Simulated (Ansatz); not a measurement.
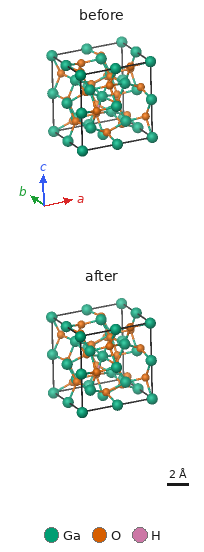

The structure of a defect cell of composition Ga$_{16}$HO$_{24}$ (cell charge +1) before (top) and after (bottom) a relaxation, at one scale.

Style: ball-and-stick. Shown: the cell of the calculation (origin shifted), slightly off an axis.

Case: H interstitial, charge +1, atoms relaxed at the host's cell.

These are results of DFT PBE, scalar-relativistic, plane waves, PAW in Ansatz 0.2.0, not measurements. (plane-wave cutoff 420 eV; k-point mesh 2 × 2 × 2; occupations gaussian; smearing width 0.01 eV; mesh shifted by (0.5, 0.5, 0.5); no spin polarisation; atoms relaxed in a fixed cell; force threshold 0.025 eV/Å; at most 45 steps)

> What changed between the two?

The energy falls by 0.727 eV per cell of the calculation in 4 accepted moves (5 points after the start). Largest force component: 1.7 eV/Å at the start, 0.015 eV/Å at the end. The line search rejected the trial step at point 4 of the run. The largest moves, 0.15 Å, are those of Ga atoms. Largest moves by element: Ga 0.15 Å, O 0.13 Å. H stays in place. The cell stays as it was. Among the contacts that change: Ga–H 1.968 → 2.119 Å, Ga–O 2.078 → 2.176 Å, Ga–O 2.096 → 2.026 Å, Ga–O 2.088 → 2.135 Å. Bond angles that change, for instance: O–Ga–O 160.4° → 169.7°, O–Ga–O 104.8° → 96.0°, O–Ga–O 92.9° → 86.3°. Cost: 24 s on 4 threads of Intel(R) Xeon(R) Platinum 8375C CPU @ 2.90GHz (Ice Lake), on a shared host, peak memory 1.2 GiB.

Limits of the set-up: the periodic images lie only 7.4 Å apart, so the values are limited by the cell's size; the cell is charged, on a uniform background, and energies carry no finite-size correction.
